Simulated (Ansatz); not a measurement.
C28N (cell with a defect)

```
C N
1.0
     4.93307   -4.27216    0.00000
    -6.16633   -2.13608    0.00000
     0.00000    0.00000   -8.46545
C N
28 1
Direct
  0.58483 0.86281 0.77313
  0.15616 0.72001 0.77263
  0.72764 0.57724 0.77295
  0.29893 0.43418 0.77286
  0.87049 0.29137 0.77292
  0.44192 0.14856 0.77263
  0.01324 0.00568 0.77397
  0.54484 0.83604 0.23023
  0.12083 0.69385 0.22031
  0.69549 0.55482 0.22493
  0.26746 0.41071 0.22738
  0.83813 0.27283 0.22809
  0.41014 0.12662 0.22278
  0.98709 0.98055 0.26247
  0.34671 0.67239 0.77266
  0.91805 0.52945 0.77268
  0.48953 0.38670 0.77264
  0.06091 0.24370 0.77339
  0.63241 0.10090 0.77276
  0.20366 0.95808 0.77312
  0.77532 0.81528 0.77367
  0.50246 0.60132 0.22736
  0.07446 0.45729 0.22485
  0.64910 0.31828 0.22024
  0.22504 0.17600 0.23049
  0.78270 0.03158 0.26214
  0.35978 0.88549 0.22278
  0.93178 0.73931 0.22839
  0.88476 0.00646 0.40908
```

Computed without spin polarisation.

Computed with DFT PBE, scalar-relativistic, plane waves, PAW (Ansatz 0.2.0).

Question: What will maps of the valence pseudo-density and electron localisation function show?

Answer: C–N (1.46 Å): ρ at the midpoint is about 1.8 e/Å³; the ELF peaks at about 0.80 between the atoms.
C–C (1.53 Å): the density is about 1.5 e/Å³ at the midpoint; the ELF peaks at about 0.85 between the atoms.

Question: Does the calculation make it a metal, or give it a gap?

Answer: It is metallic or semimetallic at this level of theory: no gap opens.

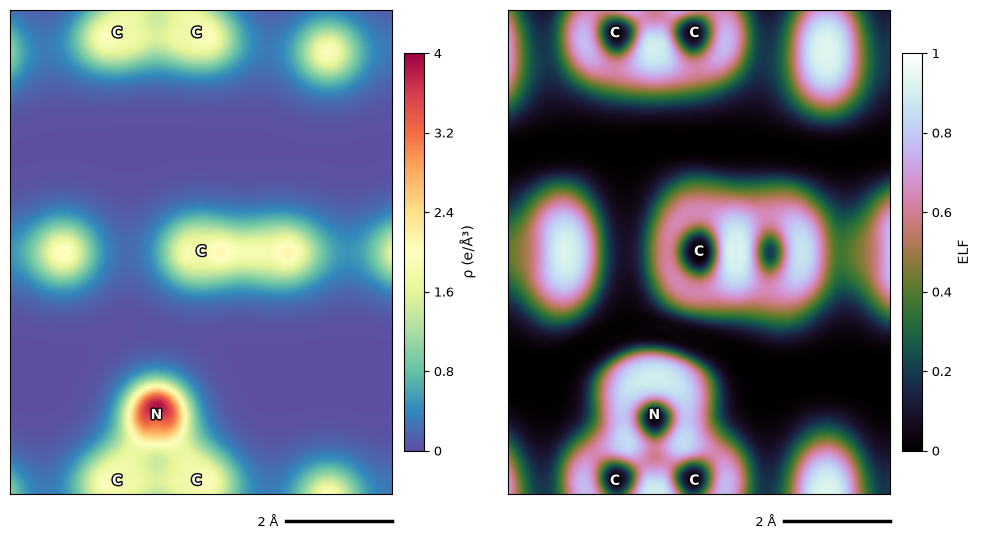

Computed valence pseudo-density and electron localisation function on the (010) plane of the calculation cell, in this order. Atoms just off the plane (C, 0.3 Å away) can leave unmarked features too.

In a PAW calculation such maps are meaningful between the atoms, not at the nuclei.
